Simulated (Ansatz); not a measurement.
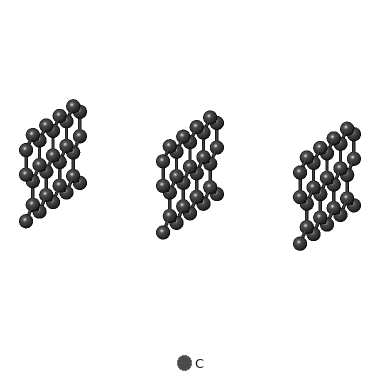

The system is H₂ on a C(100) slab cut from the P6/mmm phase, its upper half relaxed before the scan (12 atoms of substrate and one adsorbate in a 2 × 1 cell); the picture shows it without the atoms that are moved over the map. 
- H2 lies flat over one site of a rigid substrate while its bond length and height are varied; it sits over a top site over C11, heights counted from the top plane, its axis along the first surface vector.
- Coordinates scanned: (1) distance H13-H14; (2) height of the H2 axis above the plane of C11.
- The scan uses an 8 × 9 grid. At 19 points there is no value (left out: too close to the surface, or the stretched molecule far from it).
- Points are written as (first, second).
- Energies are in eV, from the lowest grid point.
- The calculation used Ansatz 0.2.0, DFT PBE, scalar-relativistic, plane waves, PAW. Settings: cutoff 420 eV, k-mesh 6×3×1, gaussian smearing 0.1 eV, no spin polarisation.

Range: distance H13-H14 from 0.650 to 2.650 Å; height of the H2 axis above the plane of C11 from 0.45 to 3.60 Å.

Predict the map.

The lowest grid point is at (0.919 Å, 1.09 Å). The bottom of the well lies between grid points, at about (0.880 Å, 1.20 Å), about 0.14 eV lower on the interpolated surface. The highest grid point, (1.495 Å, 0.45 Å), lies 6.13 eV above the lowest. On the interpolated surface the lowest path from the intact molecule far from the surface, (0.750 Å, 3.60 Å), to the stretched end of the scan, (2.650 Å, 1.09 Å), has its top at about (2.49 Å, 1.09 Å), about 1 eV above the start and 0.03 eV above the end.

```tsv
second ↓, first →	0.650	0.750	0.919	1.181	1.495	1.849	2.235	2.650
3.60	0.25	0.03	0.38	1.51	–	–	–	–
3.00	0.25	0.03	0.38	1.49	–	–	–	–
2.60	0.28	0.06	0.38	1.46	–	–	–	–
2.05	0.45	0.18	0.42	1.32	2.29	–	–	–
1.73	0.68	0.33	0.43	1.08	1.72	2.09	2.25	2.26
1.41	0.77	0.29	0.17	0.52	0.93	1.23	1.40	1.41
1.09	0.92	0.32	0.00	0.10	0.41	0.75	1.00	1.02
0.77	5.58	4.40	3.04	1.80	1.23	1.28	1.54	1.56
0.45	–	–	–	–	6.13	4.44	4.43	4.45
```

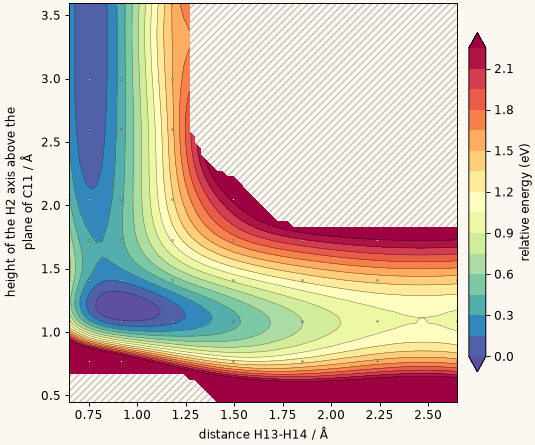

Drawn: filled contours, dots at the grid points, one colour for all values above the top of the scale, hatched blanks where no value was computed. Between grid points the surface is interpolated.

Each point was launched as `ansatz run input.yaml --threads 1 --pin off --max-ram 3072MiB --backend cpu --events-out ev --progress --plain --runs-dir out`. Time for the 53 points that were run: 36 min on 1 thread of Arm Neoverse V2, on a shared host.

PAW datasets: the set soft_1.
